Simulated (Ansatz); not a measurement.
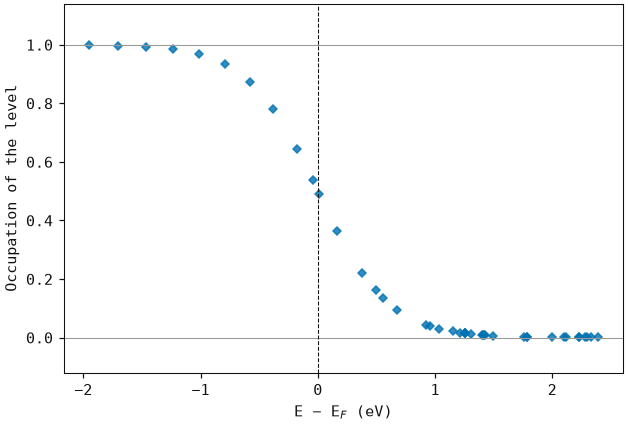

Occupations of the one-electron levels of the k mesh against their energy, from a run on Rb, space group Im-3m, 1 atom in the cell, with Ansatz.

> Name the smearing function and its width.

Fermi-Dirac smearing with a width of 0.3 eV. The occupations stay between 0 and 1 and have long exponential tails; the slope at the Fermi level is 1/(4 × width).

> Is that width safe?

It is wide: energies, forces and moments pick up smearing errors, and small gaps get partly filled, so it should be reduced or extrapolated to zero width.
